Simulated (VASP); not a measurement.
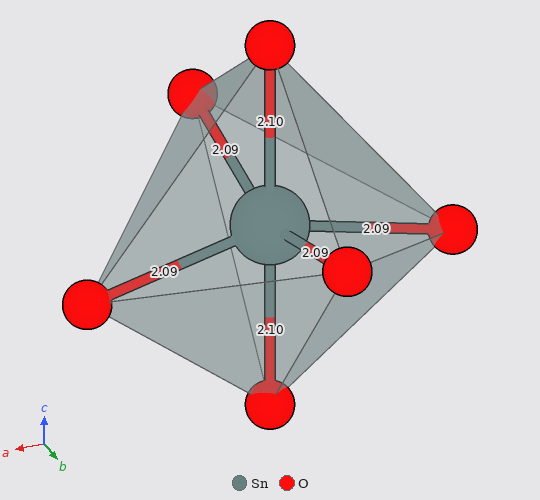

Coordination of Sn in SnO2 (I4_1/amd); bond lengths in Å. The shape measure S (0 to 100) is the computed least-squares distance from an ideal polyhedron; S = 0 means ideal. Origin: the geometry relaxed with VASP Kohn-Sham DFT of a periodic cell, PBE, VASP PAW PBE potentials, recommended in VASP.

Q: What geometry does the central atom have?

A: SnO6: a strongly distorted octahedron (coordination number 6, S = 3.73; next best trigonal prism, S = 12.0).

Q: Does the central atom sit at the centroid of its ligands?

A: Yes, to within 0.01 Å; the site symmetry is -4m2.
